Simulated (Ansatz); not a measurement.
Consider C.

Input file:

```
crystal:
  lattice:
    - [1.205442777, 0.6959627118, 10.3359979285]
    - [-1.205442777, 0.6959627118, 10.3359979285]
    - [0.0, -1.3919254236, 10.3359979285]
  atoms:
    - { symbol: C, position: [0.0248178013, 0.0248178013, 0.0248178013] }
    - { symbol: C, position: [0.9751821987, 0.9751821987, 0.9751821987] }
    - { symbol: C, position: [0.1086959629, 0.1086959629, 0.1086959629] }
    - { symbol: C, position: [0.8913040371, 0.8913040371, 0.8913040371] }
    - { symbol: C, position: [0.1583685877, 0.1583685877, 0.1583685877] }
    - { symbol: C, position: [0.8416314123, 0.8416314123, 0.8416314123] }
    - { symbol: C, position: [0.3748531781, 0.3748531781, 0.3748531781] }
    - { symbol: C, position: [0.6251468219, 0.6251468219, 0.6251468219] }
    - { symbol: C, position: [0.4253325572, 0.4253325572, 0.4253325572] }
    - { symbol: C, position: [0.5746674428, 0.5746674428, 0.5746674428] }
basis:
  ecutwfc: 500
kpoints:
  mp_grid: { grid: [12, 12, 12] }
hamiltonian:
  xc: r2scan
scf:
  occupations: { method: gaussian, width: 0.05 }
output:
  forces: true
  stress: true
  eigenvalues: true
  write_density: true
  write_potential: true
  elf: true
  volumetric_format: npy
```

Command:

```sh
ansatz run input.yaml --threads 2 --pin off --max-ram 5120MiB --backend cpu --events-out ev --progress --plain --runs-dir out
```

Below, planes, directions and counts refer to the conventional cell (a = 2.41 Å, b = 2.41 Å, c = 31.01 Å, α = 90.00°, β = 90.00°, γ = 120.00°).

Space group R-3m; changed on purpose from its base cell (strain -0.040 along x and y, +0.000 along z, atoms carried along); computed pressure about 44 GPa in this cell.

All numbers below come from DFT r2SCAN, scalar-relativistic, plane waves, PAW in Ansatz 0.2.0.

> Predict the valence pseudo-density and electron localisation function between the atoms.

C–C (1.54 Å): ρ at the midpoint is about 1.7 e/Å³; the ELF peaks at about 0.95 between the atoms (localised, covalent bonding).

> Does the calculation give a band gap?

It is gapped, with a Kohn–Sham gap of 4.9 eV on the k-point mesh, an upper bound to the gap of this method.

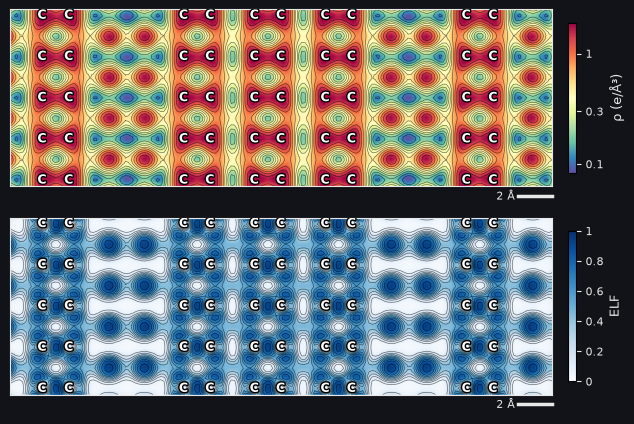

Computed valence pseudo-density and electron localisation function on the (11̄0) plane of the conventional cell, in this order. Atoms just off the plane (C, 0.7 Å away) can leave unmarked features too.

The density is the valence pseudo-density of a PAW calculation; it isn't the true density close to the nuclei.
